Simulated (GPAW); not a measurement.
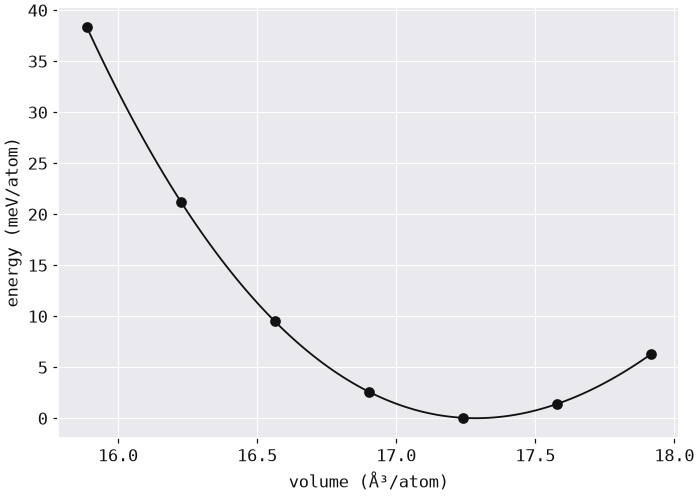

The figure shows the energy against volume.

Method: PAW DFT in plane waves, on a grid or in atomic orbitals, no spin polarisation; energies at scaled volumes of the given cell, shape and fractions fixed, counted from the fit's minimum, third-order Birch-Murnaghan fit (GPAW 26.7.0). Level: r2SCAN.

Q: For which of these solids was it computed?
A. Hf, Fm-3m (No. 225)
B. I, Cmce (No. 64)
C. SrO, Fm-3m (No. 225)

A: C, SrO: energy from 0.04 meV/atom to 38.39 meV/atom, V0 17.29 Å³/atom, B0 93.4 GPa. The others give: Hf, energy from 0.54 meV/atom to 62.11 meV/atom, V0 22.56 Å³/atom, B0 97.3 GPa; I, energy from 0.03 meV/atom to 50.07 meV/atom, V0 45.05 Å³/atom, B0 23 GPa.

For Hf, limits of the calculation: the fit and the printed pressures don't fully agree, or the minimum lies near the end of the range.

For I, limits of the calculation: the fit and the printed pressures don't fully agree, or the minimum lies near the end of the range; shape and atomic fractions are frozen while scaling, which makes layered, chain and framework solids too stiff.

For SrO, limits of the calculation: the fit and the printed pressures don't fully agree, or the minimum lies near the end of the range.
